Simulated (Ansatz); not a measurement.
Here is a crystal structure:

```
Ti Al
1.0
     3.15647    0.00000    0.00000
     0.00000    3.15647    0.00000
     0.00000    0.00000    9.71942
Ti Al
3 3
Direct
  0.00000 0.00000 0.24355
  0.00000 0.00000 0.56831
  0.00000 0.00000 0.89307
  0.50000 0.50000 0.08117
  0.50000 0.50000 0.40593
  0.50000 0.50000 0.73069
```

### What does this file describe?

This is TiAl. The structure has P4mm (No. 99) symmetry and a primitive tetragonal lattice. Content of the cell: 3 Ti, 3 Al (Z = 3). Ti is surrounded by eight Al in a cubic arrangement at 2.73 to 2.89 Å. The Al atoms are each bonded to eight Ti in a cubic arrangement at 2.73 to 2.89 Å. Not all metal-metal contacts are counted. The bonds build a three-dimensional framework.

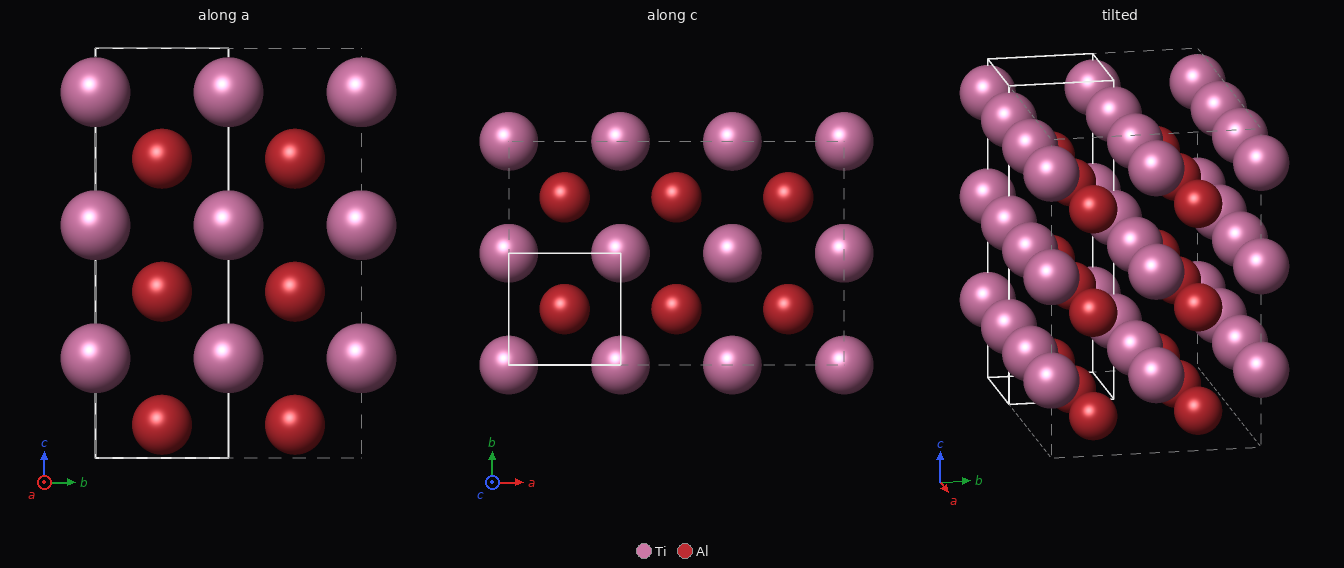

The figure gives a spheres-only picture of the atoms, viewed along the a axis, along the c axis and slightly off an axis. The drawing covers 3×2×1 cells, and the solid lines enclose one conventional unit cell.

Provenance: a structure listed in the Materials Project. The cell was then strained or its atoms displaced on purpose. It went into a calculation with Ansatz.

At this level of theory the run's own cell isn't at rest (forces up to 0.7 eV/Å), so its distances can differ from those at equilibrium, the more so the softer the solid.
